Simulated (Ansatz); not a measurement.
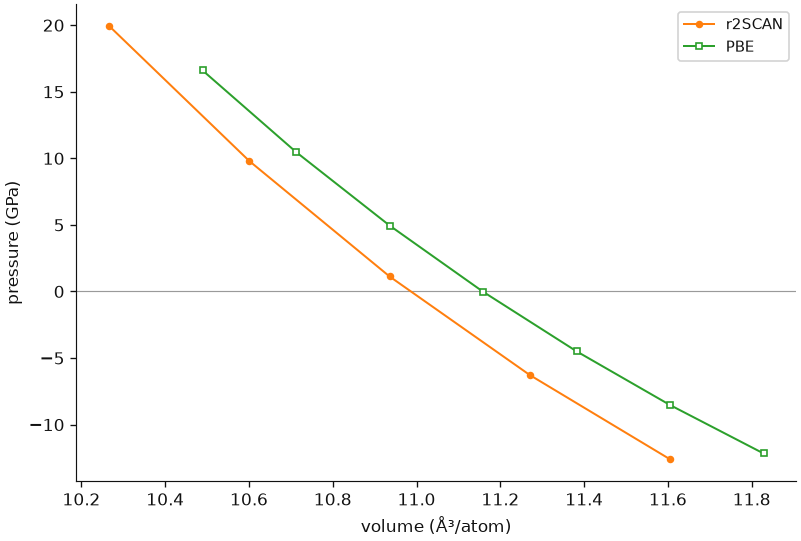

Caption: Pressure against volume, with one curve for each functional, for ZrO₂ (space group Fm-3m).

Settings that differ: r2SCAN: wave cutoff 500 eV, k mesh 12×12×12, occupation width 0.1 eV; PBE: wave cutoff 420 eV, k mesh 19×19×19, occupation width 0.0612 eV.

The fitted equilibrium volumes, smallest first, are r2SCAN 10.98, PBE 11.16 Å³/atom. The fitted bulk moduli, smallest first, are PBE 236, r2SCAN 257 GPa. For r2SCAN, the pressure falls from 19.9 GPa at volume 10.27 Å³/atom to −12.6 GPa at 11.61 Å³/atom, and changes sign near 10.99 Å³/atom. For PBE, the pressure falls from 16.6 GPa at volume 10.49 Å³/atom to −12.2 GPa at 11.83 Å³/atom, and changes sign near 11.16 Å³/atom.

How it was computed, with Ansatz 0.2.0 development build: equation of state of a cubic crystal from periodic Kohn-Sham density functional theory without spin, third-order Birch-Murnaghan fit to the free energies; pressure corrected for the finite basis.

| setting | value |
| --- | --- |
| structure type | fluorite |
| atoms in cell | 3 |
| space group number | 225 |
| lattice centring | face-centred primitive |
| occupation method | Fermi–Dirac |
| datasets | soft-1 PAW |
| density tolerance | 1e−07 eV |
| bands | 16 |
| density cutoff ratio | 4 |
| search for lower states | default |

Limits of the calculation: cubic model structure, not the ambient form.
